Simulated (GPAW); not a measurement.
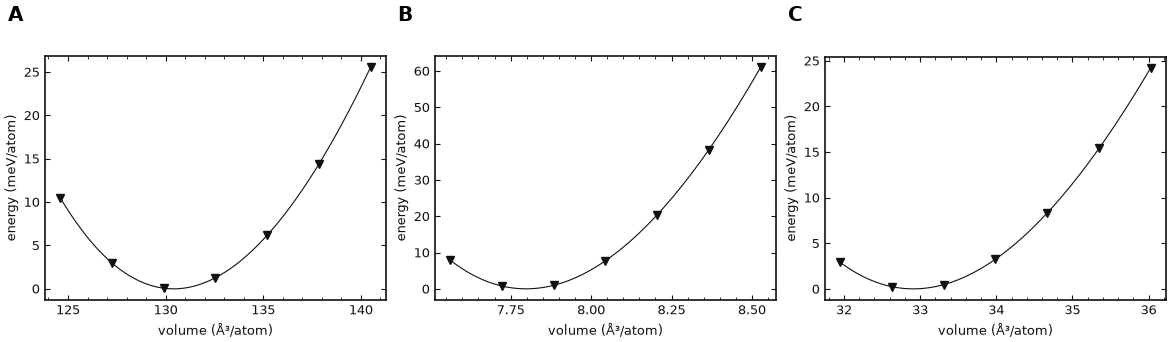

Each panel shows the energy against volume for one of these solids: Br, Cmce (No. 64); P, Pmna (No. 53); SiO₂, P4_2/mnm (No. 136).

Calculation (GPAW 26.7.0): PAW DFT in plane waves, on a grid or in atomic orbitals, no spin polarisation; energies at scaled volumes of the given cell, shape and fractions fixed, counted from the fit's minimum, third-order Birch-Murnaghan fit. Level: LDA.

**Which panel belongs to which solid?**

A is P (energy from 0.07 meV/atom to 25.54 meV/atom, V0 130.4 Å³/atom, B0 12 GPa); B is SiO₂ (energy from 0.77 meV/atom to 61.07 meV/atom, V0 7.798 Å³/atom, B0 336 GPa); C is Br (energy from 0.24 meV/atom to 24.25 meV/atom, V0 32.91 Å³/atom, B0 31.4 GPa).

For Br, limits of the calculation: shape and atomic fractions are frozen while scaling, which makes layered, chain and framework solids too stiff.

For P, limits of the calculation: shape and atomic fractions are frozen while scaling, which makes layered, chain and framework solids too stiff.

For SiO₂, limits of the calculation: shape and atomic fractions are frozen while scaling, which makes layered, chain and framework solids too stiff.
